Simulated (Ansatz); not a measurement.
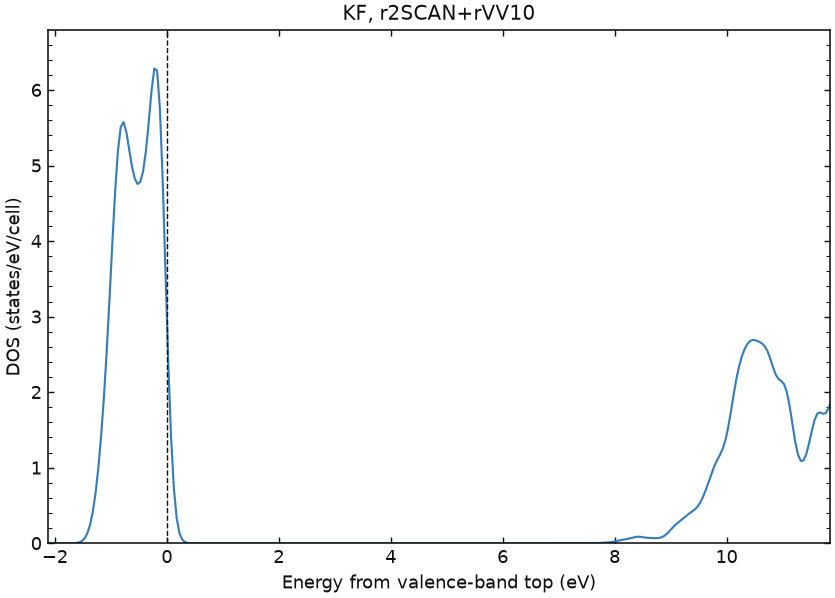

Density of states. Energies are counted from the top of the valence band. The curve is built from the levels of the k mesh with Gaussians 0.3 eV wide, which also blur the band edges.

System: KF, space group Pm-3m, 2 atoms in the cell, CsCl-221 type type.

Method: DFT, r2SCAN+rVV10, plane waves, PAW, no spin polarisation, 10×10×10 k mesh, 500 eV cutoff (Ansatz).

Q: Metal or insulator, going by the density of states?

A: There is a gap; over the k points computed it is 7.85 eV.

Q: How wide is the upper valence band?

A: The upper group of valence states starts about 1.3 eV under the valence-band top, with a gap beneath it; it holds about 6 electrons a cell.
